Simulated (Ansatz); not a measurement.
Si24C23 (cell with a defect)

```yaml
crystal:
  lattice:
    - [-6.18387, 0.00000, -5.07429]
    - [3.09194, 5.35539, -5.07429]
    - [3.09194, -5.35539, -5.07429]
  atoms:
    - { symbol: Si, position: [0.66761, 0.33428, 0.50095] }
    - { symbol: Si, position: [0.33151, 0.99818, 0.16485] }
    - { symbol: Si, position: [0.50109, 0.16801, 0.83071] }
    - { symbol: Si, position: [0.99737, 0.16776, 0.33468] }
    - { symbol: Si, position: [0.50134, 0.66404, 0.33442] }
    - { symbol: Si, position: [0.16605, 0.33362, 0.00030] }
    - { symbol: Si, position: [0.83395, 0.00340, 0.66619] }
    - { symbol: Si, position: [0.66696, 0.83364, 0.99939] }
    - { symbol: Si, position: [0.33673, 0.49952, 0.66728] }
    - { symbol: Si, position: [0.16697, 0.83272, 0.50029] }
    - { symbol: Si, position: [0.83286, 0.50061, 0.17006] }
    - { symbol: Si, position: [0.00113, 0.66779, 0.83446] }
    - { symbol: Si, position: [0.33569, 0.16360, 0.49024] }
    - { symbol: Si, position: [0.99730, 0.83370, 0.16802] }
    - { symbol: Si, position: [0.16704, 0.00135, 0.83064] }
    - { symbol: Si, position: [0.65691, 0.00235, 0.33027] }
    - { symbol: Si, position: [0.16715, 0.49924, 0.33375] }
    - { symbol: Si, position: [0.83258, 0.16708, 0.00049] }
    - { symbol: Si, position: [0.50042, 0.83382, 0.66591] }
    - { symbol: Si, position: [0.33468, 0.66397, 0.00037] }
    - { symbol: Si, position: [0.00385, 0.33363, 0.66676] }
    - { symbol: Si, position: [0.83343, 0.67052, 0.50029] }
    - { symbol: Si, position: [0.49693, 0.32357, 0.16902] }
    - { symbol: Si, position: [0.66696, 0.50010, 0.83719] }
    - { symbol: C, position: [0.20701, 0.87368, 0.04035] }
    - { symbol: C, position: [0.37790, 0.04343, 0.70242] }
    - { symbol: C, position: [0.86908, 0.04457, 0.21009] }
    - { symbol: C, position: [0.37676, 0.53575, 0.21124] }
    - { symbol: C, position: [0.04156, 0.20837, 0.87573] }
    - { symbol: C, position: [0.70604, 0.88157, 0.54086] }
    - { symbol: C, position: [0.54170, 0.70906, 0.87490] }
    - { symbol: C, position: [0.21490, 0.37420, 0.53937] }
    - { symbol: C, position: [0.04239, 0.70823, 0.37503] }
    - { symbol: C, position: [0.70753, 0.37270, 0.04823] }
    - { symbol: C, position: [0.87637, 0.54304, 0.70971] }
    - { symbol: C, position: [0.54352, 0.37736, 0.71265] }
    - { symbol: C, position: [0.20479, 0.03962, 0.37243] }
    - { symbol: C, position: [0.37296, 0.20576, 0.03812] }
    - { symbol: C, position: [0.87931, 0.21019, 0.54403] }
    - { symbol: C, position: [0.37565, 0.70823, 0.54166] }
    - { symbol: C, position: [0.04156, 0.37499, 0.20898] }
    - { symbol: C, position: [0.70833, 0.04231, 0.87490] }
    - { symbol: C, position: [0.53910, 0.87145, 0.20629] }
    - { symbol: C, position: [0.20884, 0.54106, 0.87488] }
    - { symbol: C, position: [0.04155, 0.87550, 0.70772] }
    - { symbol: C, position: [0.71070, 0.54598, 0.37686] }
    - { symbol: C, position: [0.87439, 0.70822, 0.04217] }
```

Theory: DFT PBE, scalar-relativistic, plane waves, PAW in Ansatz.

In a PAW calculation such maps are meaningful between the atoms, not at the nuclei.

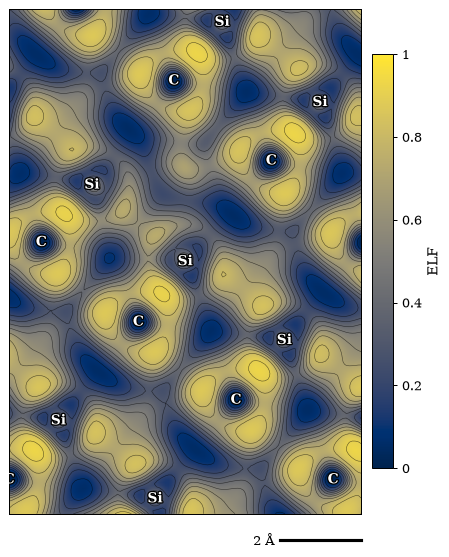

Figure 1. ELF on the (11̄0) plane of the calculation cell.

> Describe what can be read from this map.

- Atoms in the plane: Si and C.
- Atoms just off the plane (Si, 0.9 Å away and C, 0.9 Å away) can leave unmarked features too.
- Si–C (1.89 Å): the ELF peaks at about 0.90 between the atoms.
- Si–C (1.90 Å): the ELF peaks at about 0.95 between the atoms.

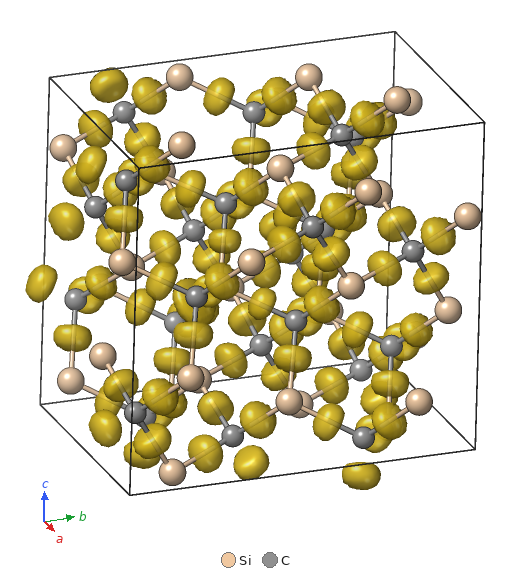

Figure 2. Isosurface of the electron localisation function at 0.85 (yellow), seen slightly off an axis. Only the valence region is drawn (cores and ρ < 0.01 e/Å³ removed). Sticks mark near contacts.

> Where are the electrons localised?

The ELF exceeds this value in 92 regions between bonded C–Si atoms and one lobe on Si, pointing away from the bonds (lone pairs), counted in one cell of 47 atoms. Regions shared between cells count once.


Si–C (1.88 Å): the ELF peaks at about 0.95 between the atoms. Si–C (1.92 Å): the ELF peaks at about 0.95 between the atoms.

> Metal or insulator at this level of theory?

It is metallic or semimetallic at this level of theory: no gap opens.
